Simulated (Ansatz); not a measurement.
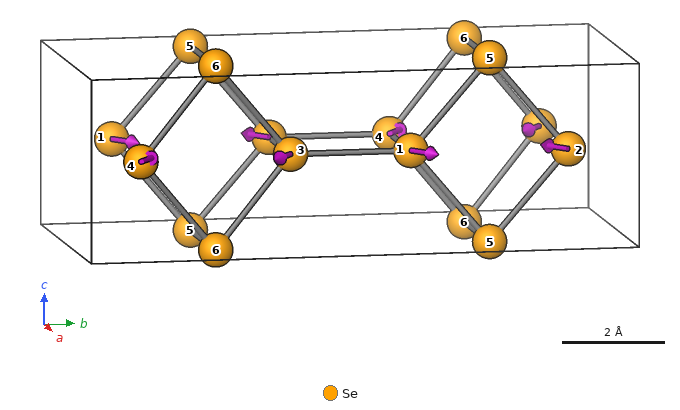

A relaxation of solid Se (a generated structure, set up in Cmmm) (coarse preliminary run). The starting structure is drawn; purple arrows show the displacements (the part carried along by the change of the cell is left out), 3 times their true length.

Style: ball-and-stick. Shown: the conventional cell (2 times the calculation's cell), slightly off an axis. Lengths and directions refer to the drawn axes.

Method: DFT PBE, scalar-relativistic, plane waves, PAW in Ansatz. Settings: plane-wave cutoff 420 eV; k-point mesh 4 × 4 × 6; occupations gaussian; smearing width 0.1 eV; no spin polarisation; cell and atoms relaxed; force threshold 0.04 eV/Å; at most 70 steps.

**What happened in the run?**

Over 12 accepted moves (16 points after the start) the energy falls by 1302 meV per atom. Largest force component: 4 eV/Å at the start, 0.015 eV/Å at the end. Pressure: 57.52 GPa at the start and 0.07 GPa at the end. The line search rejected the trial steps at points 7, 9 of the run. The SCF was repeated twice at an unchanged geometry on a basis and grid sized afresh for the cell, which shifted the energy by 19.4 meV per atom at most. The largest moves relative to the cell, 0.27 Å, are those of Se1, Se2, Se3 and Se4. Se4 goes roughly along [−3 1 0]. Cell: a 5.160 → 5.848 Å (+13.3 %), b 11.005 → 14.701 Å (+33.6 %), c 3.667 → 3.662 Å (−0.1 %). Volume +51.2 %. Among the contacts that change: Se1–Se2 3.259 → 4.579 Å, Se1–Se3 2.418 → 3.527 Å, Se1–Se4 2.186 → 2.919 Å, Se1–Se2 (another image) 3.110 → 3.823 Å. Bonds break: Se1–Se3 (2.42 → 3.53 Å), Se2–Se4 (2.42 → 3.53 Å). Bond angles that change, for instance: Se3–Se6–Se4 80.6° → 92.5°, Se6–Se4–Se6 99.4° → 87.5°, Se1–Se4–Se6 94.7° → 90.1°. The space group (tolerance 0.01 Å) goes from Cmmm (No. 65) to Pmmm (No. 47).
